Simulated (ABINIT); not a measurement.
Run report: CeO2, geometry relaxation (part 1 of 3)

- system: CeO2 (Fm-3m, 3 atoms in the cell)
- method: Kohn-Sham DFT of a periodic cell, LDA, JTH PAW LDA v2.0, spin-polarised (ABINIT 10.8.3)

The structure derives from an entry of the Crystallography Open Database.

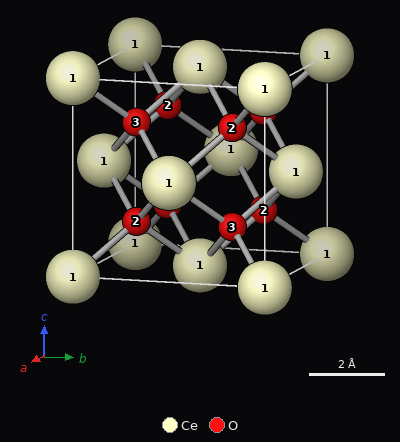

Fig. 1: The input geometry (ball-and-stick view of the cell 4 times as large as that of the calculation, set on its symmetry axes, seen slightly off an axis; atoms are numbered from 1 in the order of the input). An atom can appear more than once, as a periodic image. Near neighbours in the periodic cell (some may lie outside the picture): Ce has 8 O at 2.34 Å; O has 4 Ce at 2.34 Å.

### Input file
```
# Pseudopotentials
pp_dirpath "./"
pseudos "Ce.LDA_PW-JTH.xml, O.LDA_PW-JTH.xml"

# Structure
acell 3*1.0 Angstrom
rprim
     0.0000000000     2.7036500000     2.7036500000
     2.7036500000     0.0000000000     2.7036500000
     2.7036500000     2.7036500000     0.0000000000
ntypat 2
znucl 58 8
natom 3
typat 1 2 2
chkprim 0
chksymtnons 0
tolsym 1.0e-6
xred
            0.0            0.0            0.0
            3/4            3/4            3/4
            1/4            1/4            1/4

# Plane-wave basis
ecut 23.0
pawecutdg 45.0
ecutsm 0.5

# k points
kptopt 1
ngkpt 7 7 7
nshiftk 1
shiftk 0.0 0.0 0.0

# Exchange and correlation
ixc 7

# Bands and occupations
nband 20
occopt 3
tsmear 0.05 eV

# Spin
nsppol 2
spinat
     0.0000000000     0.0000000000     1.0000000000
     0.0000000000     0.0000000000     0.0000000000
     0.0000000000     0.0000000000     0.0000000000

# SCF cycle
nstep 80
tolvrs 1.0e-10

# Output
iomode 3
prteig 0
prtebands 0
prtwf 0
prtden 0

# Relaxation
ionmov 2
optcell 2
ntime 50
tolmxf 2.0e-5
dilatmx 1.08
```

Command:
```bash
mpirun --bind-to none -np 4 abinit run.abi > log 2>&1
```

### What the program printed
```
.Version 10.8.3 of ABINIT
 Symmetries : space group Fm -3 m (#225); Bravais cF (face-center cubic)
================================================================================
 Values of the parameters that define the memory need of the present run
     intxc =       0    ionmov =       2      iscf =      17    lmnmax =      32
     lnmax =       8     mgfft =      36  mpssoang =       4    mqgrid =    3001
     natom =       3  nloc_mem =       2    nspden =       2   nspinor =       1
    nsppol =       2      nsym =      48    n1xccc =       1    ntypat =       2
    occopt =       3   xclevel =       1
       mpw =        1796          nfft =       46656          nkpt =          20
Pmy_natom=         1
 PAW method is used; the additional fine FFT grid is defined by:
   mgfftf=        48    nfftf =    110592
================================================================================
================================================================================

--------------------------------------------------------------------------------
------------- Echo of variables that govern the present computation ------------
--------------------------------------------------------------------------------
 -outvars: echo values of preprocessed input variables --------
            acell      1.8897261259E+00  1.8897261259E+00  1.8897261259E+00 Bohr
              amu      1.40115000E+02  1.59994000E+01
          chkprim           0
      chksymtnons           0
          dilatmx      1.08000000E+00
             ecut      2.30000000E+01 Hartree
           ecutsm      5.00000000E-01 Hartree
           ionmov           2
              ixc           7
         kptrlatt        7    0    0      0    7    0      0    0    7
          kptrlen      5.05780842E+01
            natom           3
            nband          20
            ngfft          36      36      36
          ngfftdg          48      48      48
             nkpt          20
           nspden           2
           nsppol           2
            nstep          80
             nsym          48
            ntime          50
           ntypat           2
           occopt           3
          optcell           2
        pawecutdg      4.50000000E+01 Hartree
           prtden           0
        prtebands           0
           prteig           0
            prtwf           0
            rprim      0.0000000000E+00  2.7036500000E+00  2.7036500000E+00
                       2.7036500000E+00  0.0000000000E+00  2.7036500000E+00
                       2.7036500000E+00  2.7036500000E+00  0.0000000000E+00
          spgroup         225
           spinat      0.0000000000E+00  0.0000000000E+00  1.0000000000E+00
                       0.0000000000E+00  0.0000000000E+00  0.0000000000E+00
                       0.0000000000E+00  0.0000000000E+00  0.0000000000E+00
           tolmxf      2.00000000E-05
           tolsym      1.00000000E-06
           tolvrs      1.00000000E-10
           tsmear      1.83746611E-03 Hartree
            typat      1  2  2
           useylm           1
           xangst      0.0000000000E+00  0.0000000000E+00  0.0000000000E+00
                       4.0554750000E+00  4.0554750000E+00  4.0554750000E+00
                       1.3518250000E+00  1.3518250000E+00  1.3518250000E+00
            xcart      0.0000000000E+00  0.0000000000E+00  0.0000000000E+00
                       7.6637370605E+00  7.6637370605E+00  7.6637370605E+00
                       2.5545790202E+00  2.5545790202E+00  2.5545790202E+00
             xred      0.0000000000E+00  0.0000000000E+00  0.0000000000E+00
                       7.5000000000E-01  7.5000000000E-01  7.5000000000E-01
                       2.5000000000E-01  2.5000000000E-01  2.5000000000E-01
            znucl       58.00000    8.00000

================================================================================

 chkinp: Checking input parameters for consistency.

================================================================================
== DATASET  1 ==================================================================

--- !DatasetInfo
iteration_state: {dtset: 1, }
dimensions: {natom: 3, nkpt: 20, mband: 20, nsppol: 2, nspinor: 1, nspden: 2, mpw: 1796, }
cutoff_energies: {ecut:  23.0, pawecutdg:  45.0, }
electrons: {nelect:   2.40000000E+01, charge:   0.00000000E+00, occopt:   3.00000000E+00, tsmear:   1.83746611E-03, }
meta: {optdriver: 0, ionmov: 2, optcell: 2, iscf: 17, paral_kgb: 0, }
...

 Exchange-correlation functional for the present dataset will be:
  LDA: Perdew-Wang 92 LSD fit to Ceperley-Alder data - ixc=7
  J.P.Perdew and Y.Wang, PRB 45, 13244 (1992)

 Real(R)+Recip(G) space primitive vectors, cartesian coordinates (Bohr,Bohr^-1):
 R(1)=  0.0000000  5.1091580  5.1091580  G(1)= -0.0978635  0.0978635  0.0978635
 R(2)=  5.1091580  0.0000000  5.1091580  G(2)=  0.0978635 -0.0978635  0.0978635
 R(3)=  5.1091580  5.1091580  0.0000000  G(3)=  0.0978635  0.0978635 -0.0978635
 Unit cell volume ucvol=  2.6673377E+02 bohr^3
 Angles (23,13,12)=  6.00000000E+01  6.00000000E+01  6.00000000E+01 degrees

 Coarse grid specifications (used for wave-functions):

 getcut: wavevector=  0.0000  0.0000  0.0000  ngfft=  36  36  36
         ecut(hartree)=     26.827   => boxcut(ratio)=   2.13691

 Fine grid specifications (used for densities):

 getcut: wavevector=  0.0000  0.0000  0.0000  ngfft=  48  48  48
         ecut(hartree)=     52.488   => boxcut(ratio)=   2.03696

--- Pseudopotential description ------------------------------------------------
- pspini: atom type   1  psp file is ./Ce.LDA_PW-JTH.xml
 Pseudopotential format is: paw10
 basis_size (lnmax)=  8 (lmn_size= 32), orbitals=   0   0   1   1   2   2   3   3
 Spheres core radius: rc_sph= 2.50512432
 Shapefunction is SIN type: shapef(r)=[sin(pi*r/rshp)/(pi*r/rshp)]**2
 Radius for shape functions =  2.20460234
 Compensation charge density is not taken into account in XC energy/potential

- pspini: atom type   2  psp file is ./O.LDA_PW-JTH.xml
 Pseudopotential format is: paw10
 basis_size (lnmax)=  4 (lmn_size=  8), orbitals=   0   0   1   1
 Spheres core radius: rc_sph= 1.41465230
 Shapefunction is SIN type: shapef(r)=[sin(pi*r/rshp)/(pi*r/rshp)]**2
 Radius for shape functions =  1.20231231
 Compensation charge density is not taken into account in XC energy/potential

   8.73239061E+02                                ecore*ucvol(ha*bohr**3)
--------------------------------------------------------------------------------

================================================================================

=== [ionmov= 2] Broyden-Fletcher-Goldfarb-Shanno method (forces)
================================================================================

--- Iteration: ( 1/50) Internal Cycle: (1/1)
--------------------------------------------------------------------------------

---SELF-CONSISTENT-FIELD CONVERGENCE--------------------------------------------

--- !BeginCycle
iteration_state: {dtset: 1, itime: 1, icycle: 1, }
solver: {iscf: 17, nstep: 80, nline: 4, wfoptalg: 10, }
tolerances: {tolvrs: 1.00E-10, }
...

     iter   Etot(hartree)      deltaE(h)  residm     nres2   difmagsph maxmagsph
 ETOT  1  -67.736780075958    -6.774E+01 2.182E+01 6.313E+02 4.989E-01 4.989E-01
 ETOT  2  -74.787255505016    -7.050E+00 4.288E+01 1.053E+03 4.689E-01 2.995E-02
 ETOT  3  -73.526651322329     1.261E+00 7.175E+00 7.519E+02 1.288E-02 1.707E-02
 ETOT  4  -73.348007375094     1.786E-01 5.725E-01 6.295E+02 4.794E-03 1.227E-02
 ETOT  5  -72.913835735231     4.342E-01 1.637E-01 4.231E+02 2.627E-03 9.646E-03
 ETOT  6  -72.183051887323     7.308E-01 6.530E-01 1.125E+02 3.949E-03 8.131E-03
 ETOT  7  -72.060380236044     1.227E-01 1.151E+00 6.016E+01 5.041E-03 1.071E-02
 ETOT  8  -72.042363218052     1.802E-02 1.470E+00 6.325E+01 4.193E-02 5.264E-02
 ETOT  9  -72.053111231408    -1.075E-02 9.557E-01 5.208E+01 2.515E-02 2.749E-02
 ETOT 10  -72.042761580066     1.035E-02 7.067E-02 2.291E+01 3.974E-03 2.351E-02
 ETOT 11  -73.330888661392    -1.288E+00 1.786E+00 4.607E+03 6.477E-01 6.713E-01
 ETOT 12  -72.305003879200     1.026E+00 3.759E-01 1.122E+03 4.387E-01 2.325E-01
 ETOT 13  -73.098634820618    -7.936E-01 3.267E-01 4.189E+03 6.791E-01 9.116E-01
 ETOT 14  -72.070865498589     1.028E+00 7.327E-01 1.655E+02 8.371E-01 7.451E-02
 ETOT 15  -72.015294518986     5.557E-02 1.364E-01 6.564E+00 1.900E-02 5.551E-02
 ETOT 16  -72.033791904418    -1.850E-02 1.254E-01 3.569E+01 3.046E-02 8.596E-02
 ETOT 17  -72.032397009765     1.395E-03 2.086E-02 3.203E+01 5.825E-02 2.771E-02
 ETOT 18  -72.026233705072     6.163E-03 2.864E-02 1.213E+01 2.158E-02 1.154E-02
 ETOT 19  -72.020637787870     5.596E-03 8.223E-03 5.111E+00 1.500E-03 1.004E-02
 ETOT 20  -72.018735340269     1.902E-03 4.325E-02 1.962E+00 1.986E-03 1.203E-02
 ETOT 21  -72.017113421014     1.622E-03 1.203E-02 1.025E+00 9.669E-03 2.357E-03
 ETOT 22  -72.016136121317     9.773E-04 2.322E-02 3.857E-01 4.020E-04 1.955E-03
 ETOT 23  -72.015524613791     6.115E-04 6.841E-03 1.005E-01 5.755E-04 1.799E-03
 ETOT 24  -72.015456738261     6.788E-05 4.787E-03 5.726E-02 2.714E-04 1.527E-03
 ETOT 25  -72.015497788788    -4.105E-05 4.053E-03 8.558E-03 7.492E-04 9.021E-04
 ETOT 26  -72.015527383396    -2.959E-05 1.354E-03 1.261E-02 5.153E-05 9.132E-04
 ETOT 27  -72.015521138837     6.245E-06 4.005E-03 5.048E-03 2.637E-05 8.909E-04
 ETOT 28  -72.015519556934     1.582E-06 3.092E-04 1.157E-03 1.471E-04 7.439E-04
 ETOT 29  -72.015518654901     9.020E-07 7.191E-03 3.868E-04 2.376E-04 5.062E-04
 ETOT 30  -72.015518530496     1.244E-07 1.724E-04 1.893E-04 2.738E-04 2.324E-04
 ETOT 31  -72.015518592993    -6.250E-08 2.433E-03 6.426E-05 8.971E-05 1.427E-04
 ETOT 32  -72.015518544664     4.833E-08 1.623E-04 8.309E-06 9.267E-05 4.999E-05
 ETOT 33  -72.015518553067    -8.403E-09 1.713E-03 1.244E-05 4.307E-05 2.570E-05
 ETOT 34  -72.015518557690    -4.623E-09 1.431E-04 5.125E-06 1.854E-05 2.418E-05
 ETOT 35  -72.015518553598     4.092E-09 1.235E-03 5.692E-07 9.049E-06 3.323E-05
 ETOT 36  -72.015518556326    -2.727E-09 1.195E-04 2.297E-06 3.857E-05 1.308E-05
 ETOT 37  -72.015518555189     1.137E-09 8.513E-04 3.994E-08 6.263E-06 6.818E-06
 ETOT 38  -72.015518555285    -9.554E-11 9.799E-05 1.458E-08 4.868E-06 3.293E-06
 ETOT 39  -72.015518555386    -1.013E-10 5.639E-04 6.518E-08 1.715E-06 3.826E-06
 ETOT 40  -72.015518555381     5.002E-12 7.869E-05 1.368E-08 1.366E-06 2.542E-06
 ETOT 41  -72.015518555417    -3.543E-11 4.627E-04 2.131E-10 1.268E-06 1.493E-06
 ETOT 42  -72.015518555420    -3.709E-12 5.729E-05 8.303E-11 6.480E-07 8.452E-07

 At SCF step   42       nres2   =  8.30E-11 < tolvrs=  1.00E-10 =>converged.

 Cartesian components of stress tensor (hartree/bohr^3)
  sigma(1 1)=  6.29126145E-05  sigma(3 2)=  0.00000000E+00
  sigma(2 2)=  6.29126145E-05  sigma(3 1)=  0.00000000E+00
  sigma(3 3)=  6.29126145E-05  sigma(2 1)=  0.00000000E+00

--- !ResultsGS
iteration_state: {dtset: 1, itime: 1, icycle: 1, }
comment   : Summary of ground state results
lattice_vectors:
- [  0.0000000,   5.1091580,   5.1091580, ]
- [  5.1091580,   0.0000000,   5.1091580, ]
- [  5.1091580,   5.1091580,   0.0000000, ]
lattice_lengths: [   7.22544,    7.22544,    7.22544, ]
lattice_angles: [ 60.000,  60.000,  60.000, ] # degrees, (23, 13, 12)
lattice_volume:   2.6673377E+02
convergence: {deltae: -3.709E-12, res2:  8.303E-11, residm:  5.729E-05, diffor: null, }
etotal    :  -7.20155186E+01
entropy   :   0.00000000E+00
fermie    :   2.83370846E-01
cartesian_stress_tensor: # hartree/bohr^3
- [  6.29126145E-05,   0.00000000E+00,   0.00000000E+00, ]
- [  0.00000000E+00,   6.29126145E-05,   0.00000000E+00, ]
- [  0.00000000E+00,   0.00000000E+00,   6.29126145E-05, ]
pressure_GPa:  -1.8510E+00
xred      :
- [  0.0000E+00,   0.0000E+00,   0.0000E+00, Ce]
- [  7.5000E-01,   7.5000E-01,   7.5000E-01,  O]
- [  2.5000E-01,   2.5000E-01,   2.5000E-01,  O]
cartesian_forces: # hartree/bohr
- [ -0.00000000E+00,  -0.00000000E+00,  -0.00000000E+00, ]
- [ -0.00000000E+00,  -0.00000000E+00,  -0.00000000E+00, ]
- [ -0.00000000E+00,  -0.00000000E+00,  -0.00000000E+00, ]
force_length_stats: {min:   0.00000000E+00, max:   0.00000000E+00, mean:   0.00000000E+00, }
...

 Integrated electronic and magnetization densities in atomic spheres:
 ------------------------------------------------------------------------------------------------------------
 Radius=ratsph(iatom), smearing ratsm=  0.0000. Diff(up-dn)=approximate z local magnetic moment.
    Atom    Radius    up_density   dn_density  Total(up+dn)  Diff(up-dn)
    1 Ce   2.50512     4.515510     4.515511      9.031021    -0.000001
    2  O   1.41465     2.264438     2.264437      4.528876     0.000001
    3  O   1.41465     2.264438     2.264437      4.528876     0.000001
 ------------------------------------------------------------------------------------------------------------
  Sum:                 9.044387     9.044386     18.088773     0.000001
 Total magnetization (from the atomic spheres):                0.000001
 Total magnetization (exact up - dn):                         -0.000000

---OUTPUT-----------------------------------------------------------------------
```
